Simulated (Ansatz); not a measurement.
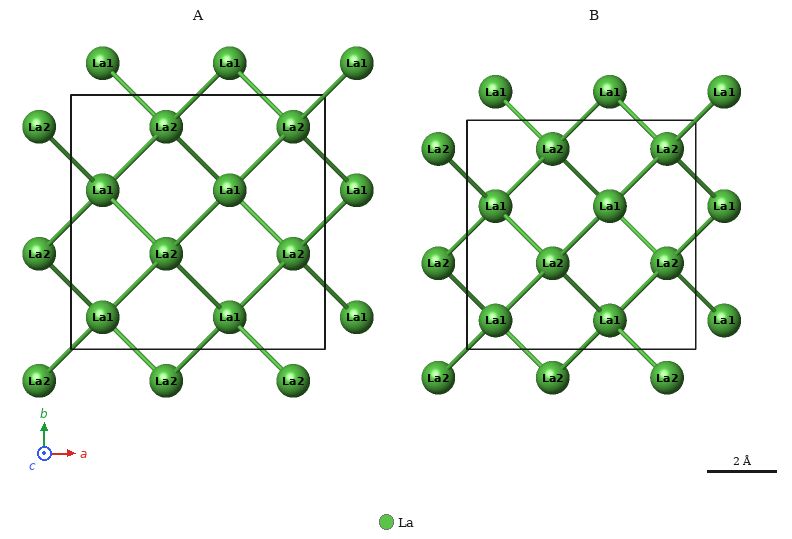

Two geometries of solid La (a generated structure, set up in Fd-3m), drawn at one scale. One is the start of a relaxation, the other its converged end. A ball-and-stick model of the conventional cell (4 times the calculation's cell), seen along the c axis. Lengths and directions refer to the drawn axes.

Level of theory: Ansatz, DFT, r2SCAN, plane waves (500 eV) with PAW, scalar-relativistic. Set-up: plane-wave cutoff 500 eV; k-point mesh 8 × 8 × 8; occupations fermi dirac; smearing width 0.05 eV; collinear spin; cell and atoms relaxed; force threshold 0.01 eV/Å; at most 60 steps.

Q: Which geometry has the lower energy?

A: Structure B is the relaxed one. Phase: diamond. After 4 accepted moves (5 points after the start) the energy has fallen by 0.743 eV per cell of the calculation. All forces vanish by symmetry, so only the cell relaxes. Pressure: −5.67 GPa at the start and 0.00 GPa at the end. The SCF was repeated once at an unchanged geometry on a basis and grid sized afresh for the cell, which shifted the energy by 3.4 meV per cell of the calculation at most. The atoms keep their places relative to the cell (all moves are under 0.005 Å). The volume changes by −27.1 %, with a = b = c 7.393 → 6.655 Å (−10.0 %). Near-neighbour distances that change, for instance: La1–La2 3.201 → 2.882 Å. The space group stays Fd-3m (No. 227). The program noted that the starting moments weren't kept.
